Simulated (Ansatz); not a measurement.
```
Nd H
1.0
     5.47000    0.00000    0.00000
     0.00000    5.47000    0.00000
     0.00000    0.00000    5.47000
Nd H
4 8
Cartesian
  0.0000 0.0000 0.0000
  2.7350 2.7350 0.0000
  2.7350 0.0000 2.7350
  0.0000 2.7350 2.7350
  4.1025 1.3675 1.3675
  1.3675 4.1025 1.3675
  1.3675 1.3675 4.1025
  4.1025 4.1025 4.1025
  1.3675 1.3675 1.3675
  4.1025 4.1025 1.3675
  4.1025 1.3675 4.1025
  1.3675 4.1025 4.1025
```

Space group Fm-3m; the SCF solution may not be the lowest one; no Hubbard U on the f states and no spin–orbit coupling; spin-polarised.

These are results of Kohn-Sham DFT of a periodic cell, r2SCAN, Ansatz PAW (Ansatz), not measurements.

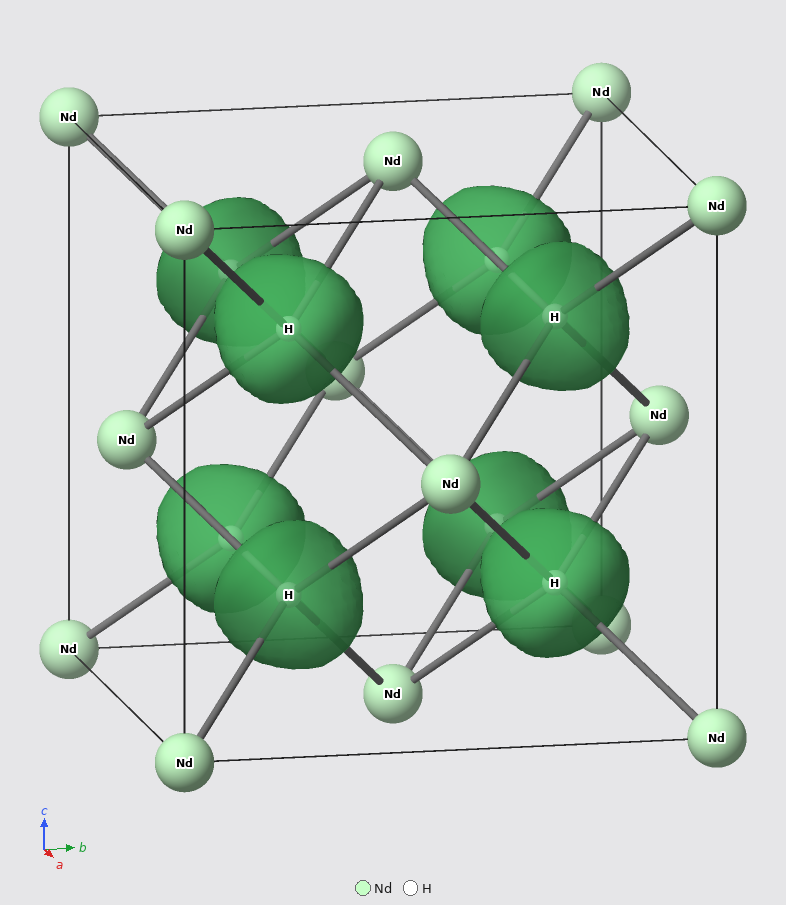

NdH2. Isosurface of the electron localisation function at 0.85 (green), seen slightly off an axis. Core shells and regions of very low density are left out. Sticks mark near contacts.

What do the ELF domains correspond to?

The ELF exceeds this value in eight regions around hydrogen nuclei, counted in one cell of 12 atoms. Regions shared between cells count once.

Values along the shortest contacts:
Nd–H (2.37 Å): the ELF climbs to about 1 towards the hydrogen.

Which magnetic arrangement did the calculation end in?

Parallel moments, as they must be, since the calculation's own cell holds one magnetic site; site moments Nd: +3.1 μB (×4) in one cell of 12 atoms.
